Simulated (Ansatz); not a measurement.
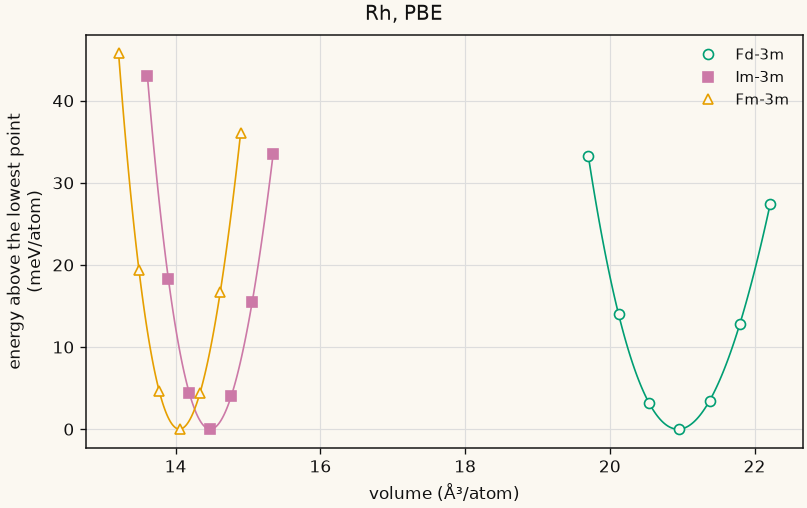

How it was computed, with Ansatz 0.2.0 development build: equation of state of a cubic crystal from periodic Kohn-Sham density functional theory without spin, third-order Birch-Murnaghan fit to the free energies; pressure corrected for the finite basis. Level: PBE.

- occupation method: Fermi–Dirac
- occupation width: 0.06123 eV
- wave cutoff: 420 eV
- datasets: soft-1 PAW
- density tolerance: 1e−07 eV
- density cutoff ratio: 4
- search for lower states: default

**Figure.** Energy above the lowest point against volume, with one curve for each structure, for Rh. Each energy curve has its own zero, so the curves don't rank the structures.

Settings that differ: Fd-3m: k mesh 17×17×17, atoms in cell 2, lattice centring face-centred primitive, space group number 227, structure type diamond; Im-3m: k mesh 25×25×25, atoms in cell 1, lattice centring body-centred primitive, space group number 229, structure type bcc; Fm-3m: k mesh 25×25×25, atoms in cell 1, lattice centring face-centred primitive, space group number 225, structure type fcc.

The fitted equilibrium volumes, smallest first, are Fm-3m 14.05, Im-3m 14.48, Fd-3m 20.94 Å³/atom. The fitted bulk moduli, smallest first, are Fd-3m 128, Im-3m 232, Fm-3m 256 GPa.

Caveats: cubic model structure, not the ambient form (Fd-3m, Im-3m); modest k-mesh, values are not fully converged in k (Fd-3m); no spin polarisation, a magnetic state may lie lower (Im-3m).
